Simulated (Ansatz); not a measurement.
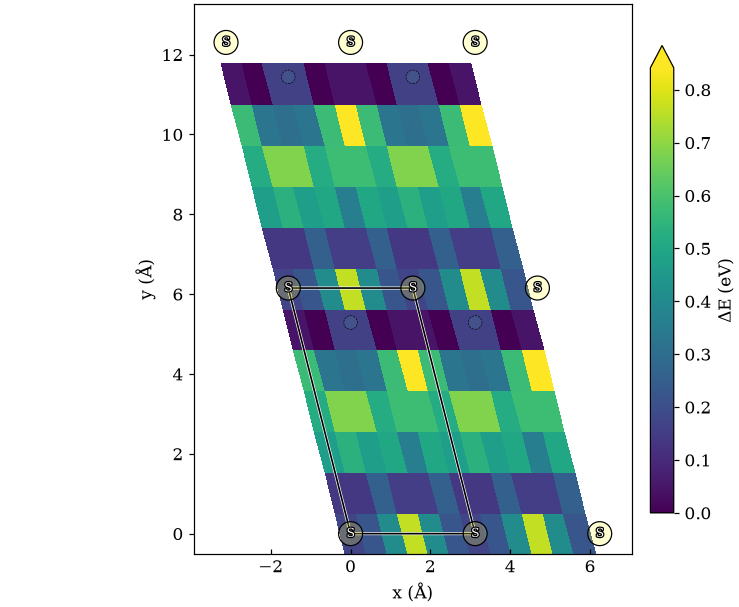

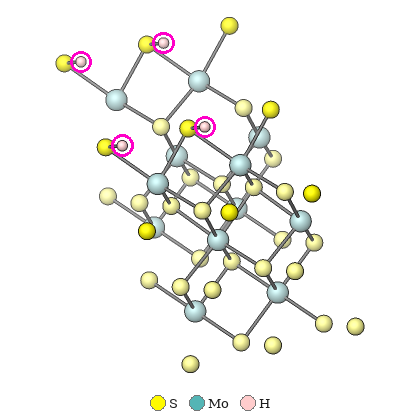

Energy landscape of H on a MoS₂(101) slab cut from the R-3m phase (9 atoms of substrate and one adsorbate in a 1 × 1 cell). 
- One H atom a 1 × 1 cell is placed over a mesh of places on the rigid (1 0 1) surface, and only its height is relaxed.
- Places are given modulo a cell vector. The map is drawn in real space over the plane of the surface.
- The scan uses a 6 × 6 grid.
- All energies are given in eV relative to the lowest grid point.
- At some places the adsorbate sinks to or below the level of the top layer. With one adsorbate in each 1 × 1 cell, its nearest image is 3.1 Å away, so neighbouring adsorbates interact.
- These are results of DFT PBEsol, scalar-relativistic, plane waves, PAW in Ansatz, not measurements.

Drawn: one coloured cell a grid point, labelled circles for the atoms of the top layer and small ones for the second layer, the outline of one cell of the 2 × 2 shown, one colour for all values above the top of the scale. The second picture is the structure at the lowest point; rings mark the moved atoms.

### Describe this landscape.

The lowest grid point is at (1/6, 5/6) of the cell vectors [nearest 1 S at 1.41 Å]. The same energy is found at (4/6, 5/6) of the cell vectors [nearest 1 S at 1.41 Å]. The highest grid point, a place at or below the level of the top layer, (5/6, 4/6) of the cell vectors, lies 0.84 eV above the lowest. At the lowest point the adsorbate has 1 S at 1.41 Å as nearest neighbours, at the highest 1 S at 1.48 Å. Its relaxed height above the top atom is 0.56 Å at the lowest and −0.57 Å at the highest point.
